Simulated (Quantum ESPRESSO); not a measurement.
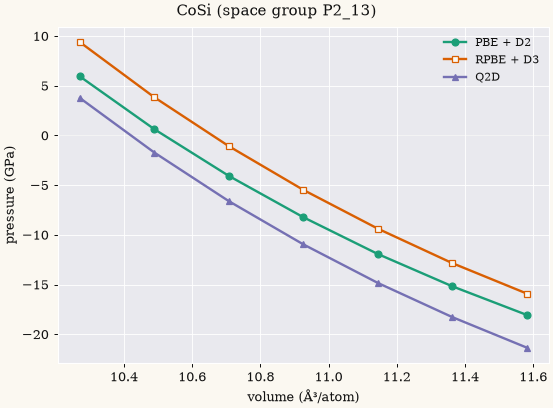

Method: plane-wave DFT, collinear spins; energies at scaled volumes of the given cell, shape and fractions fixed, counted from the fit's minimum, third-order Birch-Murnaghan fit (Quantum ESPRESSO 7.5). All runs: collinear spin.

k mesh 3×3×3; occupations Fermi–Dirac; smearing width 0.05 eV; potentials PseudoDojo 0.4.1 SR PBE standard; wave cutoff 1306 eV; density cutoff 5225 eV.

**Figure.** Pressure against volume, with one curve for each functional, for CoSi (space group P2_13).

The fitted equilibrium volumes, smallest first, are Q2D 10.420, PBE + D2 10.519, RPBE + D3 10.659 Å³/atom. The fitted bulk moduli, smallest first, are RPBE + D3 233.0, PBE + D2 236.5, Q2D 256.4 GPa. For PBE + D2, the pressure falls from 5.94 GPa at volume 10.27 Å³/atom to −18.06 GPa at 11.58 Å³/atom, and changes sign near 10.52 Å³/atom. For RPBE + D3, the pressure falls from 9.39 GPa at volume 10.27 Å³/atom to −15.91 GPa at 11.58 Å³/atom, and changes sign near 10.66 Å³/atom. For Q2D, the pressure falls from 3.77 GPa at volume 10.27 Å³/atom to −21.35 GPa at 11.58 Å³/atom, and changes sign near 10.42 Å³/atom.

Note: coarse k mesh; potentials made for another functional (RPBE + D3, Q2D); shape and atomic fractions are frozen while scaling, which makes layered, chain and framework solids too stiff.
